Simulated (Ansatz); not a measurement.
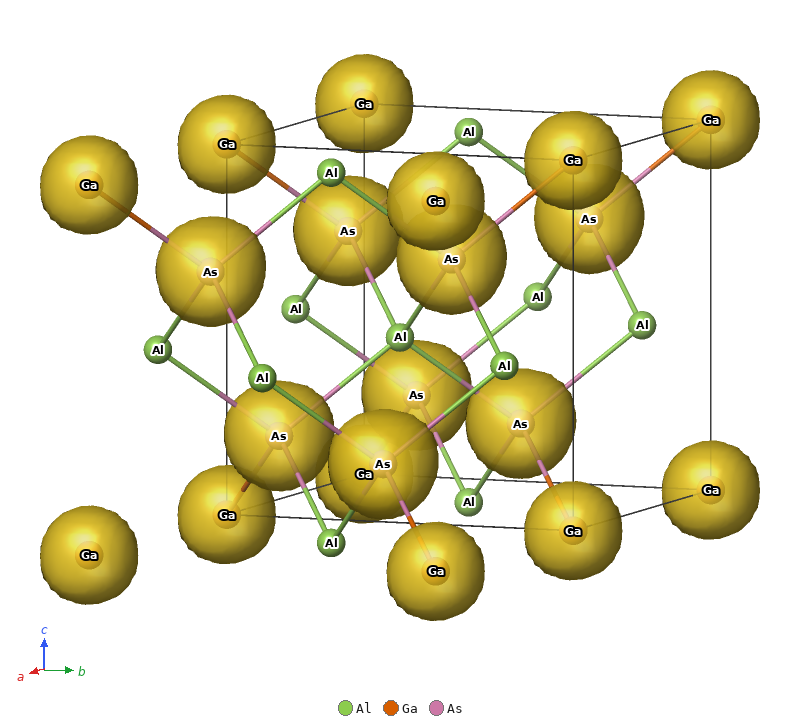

Figure 1: Al3GaAs4. Isosurface of the valence pseudo-density at 0.8 e/Å³ (yellow), seen slightly off an axis. Sticks mark near contacts.

Space group P-43m.

Computed with DFT PBE, scalar-relativistic, plane waves, PAW (Ansatz 0.2.0).

Q: Which contacts does the surface bridge?

A: At this value the density breaks into separate islands; it holds about 65 % of the electrons treated as valence (semicore included). It bridges none of the near contacts. It is pinched off along the sampled Al–As (2.48 Å) and Ga–As (2.49 Å) contacts. On the grid the lowest density along these lines, outside the cores, is 0.34 e/Å³ (Al–As, 2.48 Å) and 0.44 e/Å³ (Ga–As, 2.49 Å).

Q: Does the calculation make it a metal, or give it a gap?

A: It is gapped, with a Kohn–Sham gap of 1.0 eV on the k-point mesh, an upper bound to the gap of this method.
